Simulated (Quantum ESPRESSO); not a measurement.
## A series of single points on I

System: I (4 atoms in the cell).
Method: Kohn-Sham DFT of a periodic cell, PBEsol, GBRV 1.5 PBEsol, no spin polarisation (Quantum ESPRESSO 7.5).

The 7 runs differ only in the geometry, by an even scaling of the cell at fixed fractional positions. The structure derives from an entry of the Crystallography Open Database.

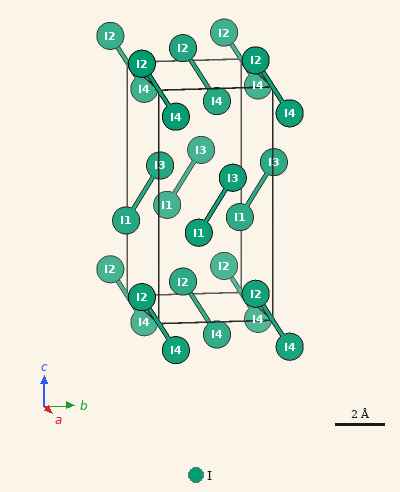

Figure 1. The structure of run 4 (ball-and-stick view of the cell 2 times as large as that of the calculation, set on its symmetry axes, seen slightly off an axis; atoms are numbered from 1 in the order of the input).

### Input of run 4
```
&CONTROL
  calculation = 'scf'
  prefix = 'pwscf'
  outdir = './tmp'
  pseudo_dir = './pseudo'
  tstress = .true.
  disk_io = 'nowf'
/
&SYSTEM
  ibrav = 0
  nat = 4
  ntyp = 1
  ecutwfc = 45
  ecutrho = 360
  nbnd = 21
  occupations = 'smearing'
  smearing = 'fd'
  degauss = 0.00367493
/
&ELECTRONS
  conv_thr = 8d-10
  electron_maxstep = 120
  mixing_beta = 0.5
/
ATOMIC_SPECIES
I    126.9045 i_pbesol_v1.uspp.F.UPF
CELL_PARAMETERS angstrom
   3.6350350000   -2.3950200000    0.0000000000
   3.6350350000    2.3950200000    0.0000000000
   0.0000000000    0.0000000000    9.7934400000
ATOMIC_POSITIONS crystal
I      0.6493000000    0.3507000000    0.3844000000
I      0.1493000000    0.8507000000    0.1156000000
I      0.3507000000    0.6493000000    0.6156000000
I      0.8507000000    0.1493000000    0.8844000000
K_POINTS automatic
7 7 3 0 0 0
```

Command:
```bash
OMP_NUM_THREADS=1 mpirun -n 2 pw.x -nk 2 -in pw.in > pw.out
```

Run 6 differs from it as follows:
```diff
-   3.6350350000   -2.3950200000    0.0000000000
-   3.6350350000    2.3950200000    0.0000000000
-   0.0000000000    0.0000000000    9.7934400000
+   3.6828698935   -2.4265370353    0.0000000000
+   3.6828698935    2.4265370353    0.0000000000
+   0.0000000000    0.0000000000    9.9223158317
```

### Results, with one run withheld

| run | volume per atom (Å³) | free energy per atom, from the lowest run given (meV) | pressure (GPa) | gap on the mesh (eV) |
| --- | --- | --- | --- | --- |
| 1 | 40.073 | 15.16 | 1.91 | 1.40 |
| 2 | 40.926 | 6.83 | 1.23 | 1.37 |
| 3 | 41.778 | 1.91 | 0.63 | 1.32 |
| 4 | 42.631 | 0.00 | 0.10 | 1.28 |
| 5 | 43.483 | 0.76 | −0.37 | 1.24 |
| 6 | 44.336 | ? | ? | ? |
| 7 | 45.189 | 9.08 | −1.16 | 1.16 |

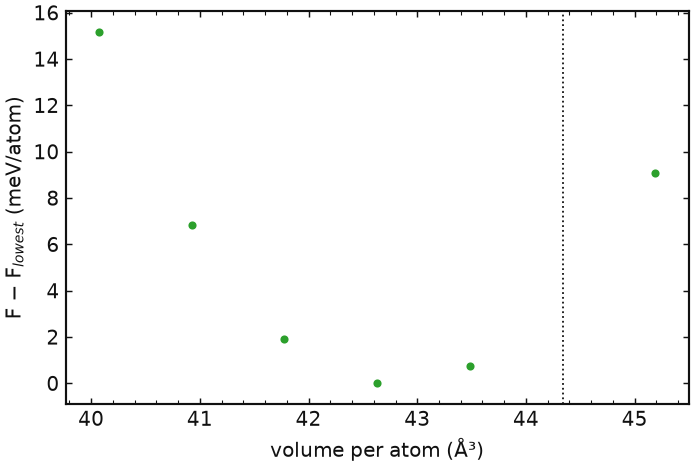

Figure 2. Free energy per atom of the runs given; the dotted line marks run 6.

What should run 6 give?

A cubic polynomial in V^(−2/3) (the Birch–Murnaghan form), fitted to the 6 runs given, misses them by under 0.01 meV per atom. With x = V^(−2/3) − 0.08238 Å⁻², it reads F = 0.42062 + 1447 x + 1.1182e+06 x² + 7.7767e+06 x³ (meV per atom). At run 6 it gives 3.88 meV per atom, and the run itself gives 3.88. The slope of the fit gives a pressure −dF/dV of −0.79 GPa there, and the run prints −0.79 GPa. The fit has its minimum at 42.800 Å³ per atom, where V d²F/dV² gives 24.5 GPa. Cell shape and fractional positions are held, so this is the stiffness under even scaling; the relaxed bulk modulus wasn't computed and can be far lower in a crystal of layers, chains or molecules like this one. The gap on the mesh goes, without turning, from 1.40 eV in run 1 to 1.16 eV in run 7; run 6 has 1.20 eV. These are gaps of this functional on this mesh, which can miss the band edges; they aren't the measured gap.

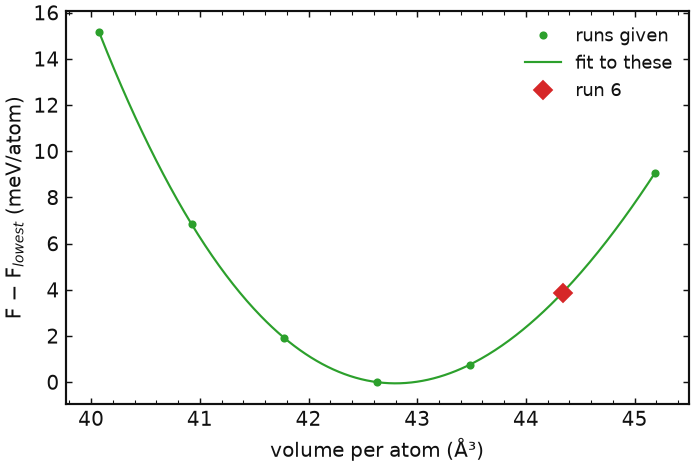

Figure 3. The fit and the withheld run.

### Some lines of the output (run 6)
```
[...]
     unit-cell volume          =    1196.7762 (a.u.)^3
     number of k points=    32  Fermi-Dirac smearing, width (Ry)=  0.0037
     total energy              =    -260.49521770 Ry
     total energy              =    -260.49701410 Ry
     total energy              =    -260.49786653 Ry
     total energy              =    -260.49796859 Ry
     total energy              =    -260.49797189 Ry
     total energy              =    -260.49797209 Ry
     total energy              =    -260.49797211 Ry
     the Fermi energy is     2.9792 ev
!    total energy              =    -260.49797212 Ry
     The total energy is F=E-TS. E is the sum of the following terms:
     Computing stress (Cartesian axis) and pressure
          total   stress  (Ry/bohr**3)                   (kbar)     P=       -7.89
```
